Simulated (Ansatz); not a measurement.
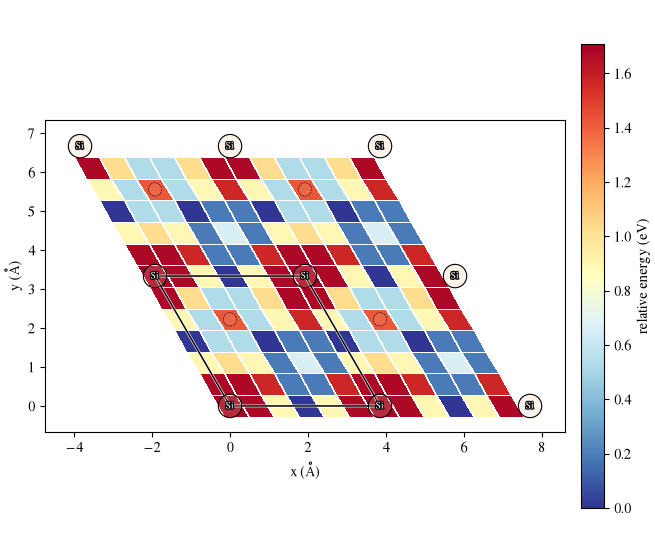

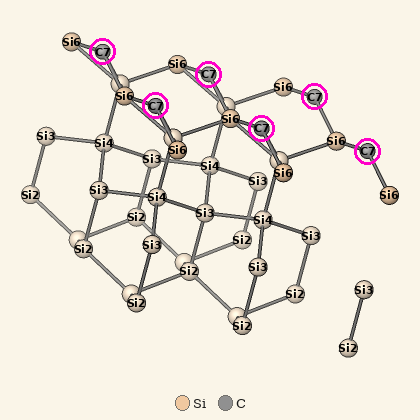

Energy landscape of C on a Si(001) slab cut from the P6_3/mmc phase, its upper half relaxed before the scan (6 atoms of substrate and one adsorbate in a 1 × 1 cell). C is moved over the surface cell; relaxed at each place: the height of the adsorbate's atoms; substrate rigid; the origin of the map has the adsorbate above Si6. Places are given modulo a cell vector. The map is drawn in real space over the plane of the surface. The grid has 6 × 6 points; 10 points were computed and 26 follow by symmetry. Energies are in eV, from the lowest grid point. Energies and slopes of some neighbouring points disagree (a jump in structure or state, or too coarse a mesh). At some places the adsorbate sinks to or below the level of the top layer. The magnetic moment jumps between some neighbouring points. With one adsorbate in each 1 × 1 cell, its nearest image is 3.9 Å away, so neighbouring adsorbates interact. Level of theory: DFT PBE, scalar-relativistic, plane waves, PAW (Ansatz 0.2.0). Settings: cutoff 420 eV, k-mesh 9×9×1, gaussian smearing 0.05 eV, spin-polarised.

In the figure: one coloured cell a grid point, labelled circles for the atoms of the top layer and small ones for the second layer, the outline of one cell of the 2 × 2 shown. The second picture is the structure at the lowest point; rings mark the moved atoms.

What does the map say about the system?

Answer. The lowest grid point is at a bridge site between two Si atoms, (0/6, 3/6) of the cell vectors. The same energy is found at a bridge site between two Si atoms, (3/6, 0/6) of the cell vectors; a bridge site between two Si atoms, (3/6, 3/6) of the cell vectors. The highest grid point, the top site over a surface Si atom, (0/6, 0/6) of the cell vectors, lies 1.71 eV above the lowest. At the lowest point the adsorbate has 1 Si at 1.77 Å as nearest neighbours, at the highest 1 Si at 1.89 Å. Its relaxed height above the top atom is 0.70 Å at the lowest and 1.89 Å at the highest point.

Grid values (eV):

| second ↓, first → | 0/6 | 1/6 | 2/6 | 3/6 | 4/6 | 5/6 |
| --- | --- | --- | --- | --- | --- | --- |
| 5/6 | 1.68 | 1.03 | 0.53 | 0.53 | 1.03 | 1.68 |
| 4/6 | 0.90 | 0.53 | 1.42 | 0.53 | 0.90 | 1.57 |
| 3/6 | 0.00 | 0.53 | 0.53 | 0.00 | 0.19 | 0.19 |
| 2/6 | 0.90 | 1.03 | 0.90 | 0.19 | 0.66 | 0.19 |
| 1/6 | 1.68 | 1.68 | 1.57 | 0.19 | 0.19 | 1.57 |
| 0/6 | 1.71 | 1.68 | 0.90 | 0.00 | 0.90 | 1.68 |

Time for the 10 points that were run: 46 min on 1 thread of Arm Neoverse V1, on a shared host.

PAW datasets: the set soft_1.
